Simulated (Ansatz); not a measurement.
# A series of single points on C

System: C (C2/m, 2 atoms in the cell).
Method: Kohn-Sham DFT of a periodic cell, PBE, all-electron LAPW, scalar-relativistic, no spin polarisation (Ansatz 0.2.0).

The 7 runs differ only in the geometry, by an even scaling of the cell at fixed fractional positions. The structure derives from a Materials Project entry.

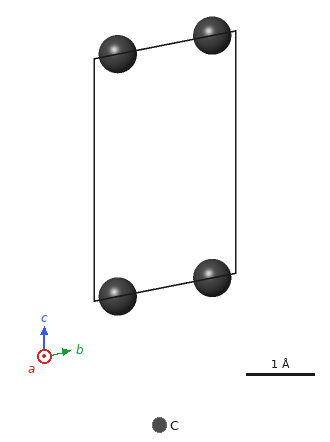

Figure 1. The structure of run 4 (ball-and-stick view of the reduced cell, along the a axis; atoms are numbered from 1 in the order of the input).

## Input of run 4
```yaml
crystal:
  lattice:
    - [2.1273203072, -1.22828244, 0.0]
    - [2.1273203072, 1.22828244, 0.0]
    - [-1.3790696309, 0.0, 3.5028300786]
  atoms:
    - { symbol: C, position: [0.16664447, 0.16664447, 0.99990696] }
    - { symbol: C, position: [0.83335553, 0.83335553, 9.304e-05] }
kpoints:
  mp_grid: { grid: [13, 13, 8] }
scf:
  occupations: { method: fermi_dirac, width: 0.05 }
hamiltonian:
  xc: pbe
  pseudopotentials: { kind: all_electron, lapw: { basis_error: 0.0005 } }
output:
  forces: true
  stress: true
  eigenvalues: true
```

Command:
```bash
ansatz run input.yaml --threads 1 --pin off --max-ram 3072MiB --backend cpu --events-out ev --progress --plain --runs-dir out
```

Lattice vectors (Å) and fractional positions of run 4:
```
   2.127320   -1.228282    0.000000
   2.127320    1.228282    0.000000
  -1.379070    0.000000    3.502830
C   0.166644  0.166644  0.999907
C   0.833356  0.833356  0.000093
```

Run 6 differs from it as follows:
```diff
-    - [2.1273203072, -1.22828244, 0.0]
-    - [2.1273203072, 1.22828244, 0.0]
-    - [-1.3790696309, 0.0, 3.5028300786]
+    - [2.1553145742, -1.2444459046, 0.0]
+    - [2.1553145742, 1.2444459046, 0.0]
+    - [-1.3972173651, 0.0, 3.5489252341]
```

## Results, with one run withheld

| run | volume per atom (Å³) | free energy per atom, from the lowest run given (meV) | pressure (GPa) | gap on the mesh (eV) |
| --- | --- | --- | --- | --- |
| 1 | 8.604 | 45.14 | 22.76 | 0.95 |
| 2 | 8.787 | 23.16 | 15.83 | 0.94 |
| 3 | 8.970 | 8.73 | 9.51 | 0.94 |
| 4 | 9.153 | 1.21 | 3.74 | 0.93 |
| 5 | 9.336 | 0.00 | −1.54 | 0.92 |
| 6 | 9.519 | ? | ? | ? |
| 7 | 9.702 | 14.36 | −10.76 | 0.91 |

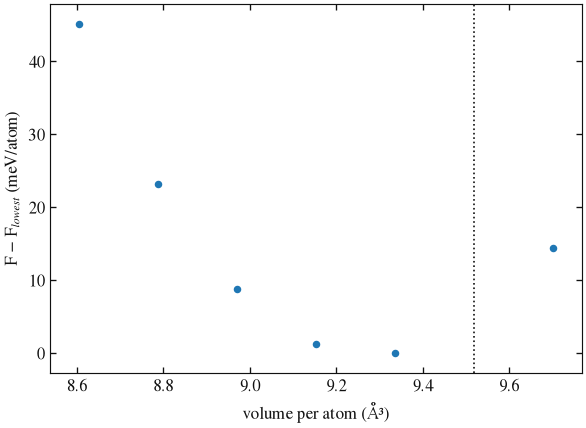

Figure 2. Free energy per atom of the runs given; the dotted line marks run 6.

Fit the runs given and predict run 6.

A cubic polynomial in V^(−2/3) (the Birch–Murnaghan form), fitted to the 6 runs given, misses them by under 0.01 meV per atom. With x = V^(−2/3) − 0.22976 Å⁻², it reads F = 3.422 + 2212.5 x + 3.3069e+05 x² − 3.2009e+05 x³ (meV per atom). At run 6 it gives 4.55 meV per atom, and the run itself gives 4.55. The slope of the fit gives a pressure −dF/dV of −6.36 GPa there, and the run prints −6.36 GPa. The fit has its minimum at 9.281 Å³ per atom, where V d²F/dV² gives 263 GPa. Cell shape and fractional positions are held, so this is the stiffness under even scaling; the relaxed bulk modulus wasn't computed. The gap on the mesh goes, without turning, from 0.95 eV in run 1 to 0.91 eV in run 7; run 6 has 0.92 eV. These are gaps of this functional on this mesh, which can miss the band edges; they aren't the measured gap.

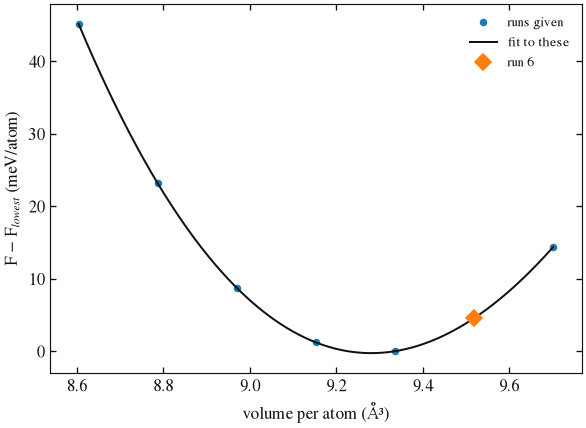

Figure 3. The fit and the withheld run.

## Output, shortened to warnings, some set-up lines, iterations and results (run 6)
```
Basis set: ecut = 561.4699917872423 eV, 567 PW (Γ), exchange–correlation at level 2
Symmetry: 4 space group operations
k-points: 371 of 1352
Initial density: superposition of atomic densities (chi_scale 0.1, normalization cell)
[...]
SCF iter   1: F=—  HF=-2074.778934 eV  |F-HF|=—  |Δ(HF+E_count)|=         —  Δρ=1.17e-1  dr2=2.30e0  ethr=1.90e-2  ⟨swp⟩=2.1  Hψ=26767  notcnv=0
SCF iter   2: F=—  HF=-2073.785812 eV  |F-HF|=—  |Δ(HF+E_count)|=   9.93e-1  Δρ=4.12e-2  dr2=2.05e-1  ethr=1.72e-3  ⟨swp⟩=2.0  Hψ=19913  notcnv=0
SCF iter   3: F=—  HF=-2073.716207 eV  |F-HF|=—  |Δ(HF+E_count)|=   6.96e-2  Δρ=7.18e-3  dr2=3.12e-3  ethr=1.71e-3  ⟨swp⟩=3.0  Hψ=12046  notcnv=0
SCF iter   4: F=—  HF=-2073.716552 eV  |F-HF|=—  |Δ(HF+E_count)|=         —  Δρ=2.44e-4  dr2=1.18e-5  ethr=2.60e-5  ⟨swp⟩=2.0  Hψ=8731  notcnv=0
SCF iter   5: F=—  HF=-2073.716556 eV  |F-HF|=—  |Δ(HF+E_count)|=   4.19e-6  Δρ=6.83e-5  dr2=3.01e-7  ethr=9.84e-8  ⟨swp⟩=3.0  Hψ=9673  notcnv=0
SCF iter   6: F=-2073.716557 eV  HF=-2073.716557 eV  |F-HF|=2.36e-9  |Δ(HF+E_count)|=   5.92e-7  Δρ=5.38e-6  dr2=2.20e-9  ethr=2.51e-9  ⟨swp⟩=3.0  Hψ=9160  notcnv=0
SCF 1 converged in 6 iterations: F = -2073.716557 eV  dr2 = 2.20e-9
SCF converged after 6 iterations
Free energy (F): -2073.716557 eV
Harris-Foulkes:  -2073.716557 eV  (|F-HF|=2.36e-9)
Internal energy: -2073.716555 eV  (E = F + TS)
E sigma→0 (E₀):  -2073.716556 eV
Entropy (-TS):   -0.000001 eV (-0.001 meV/atom)
Fermi energy:    6.416330 eV
--- Per-component energies (eV) ---
  E_band       = -1060.092596
  E_kinetic    = 2064.186335
  E_xc         = -293.667540
  E_electrostatic = -3844.235351  (all electrons and nuclei)
  E_smearing   = -0.000001  (= −TS)
  E_closure    = 0.000000  (closes the sum)
  E_atoms      = -2055.265647  (free atoms, spherical and without spin; not in F)
  Σ components = -2073.716557   (vs F -2073.716557, Δ=0.00e0)
  Basis errors (estimates in eV, not in F): energy 3.4e-4 per atom: plane waves 3.2e-4 (2.0e-4 summed), levels above the bands 1.5e-104, relativity 7.8e-9, radial functions 2.2e-5, core shells 0.0e0; eigenvalues (radial functions only) 1.1e-6; not estimated: angular momenta, meshes, grids; target …
--- Forces (eV/Å), atoms counted from 1 ---
  atom   1  C     -0.00230600     0.00000000     0.00452405
  atom   2  C      0.00230600    -0.00000000    -0.00452405
  max |Σ_I F_I| component: 0.00e0 eV/Å
--- Stress (GPa, compression-positive) ---
      -10.436074      -0.000000      -0.025689
       -0.000000     -10.503353       0.000000
       -0.025689       0.000000       1.871757
  P = ⅓ Tr σ = -6.3559 GPa (-63.559 kbar)
```
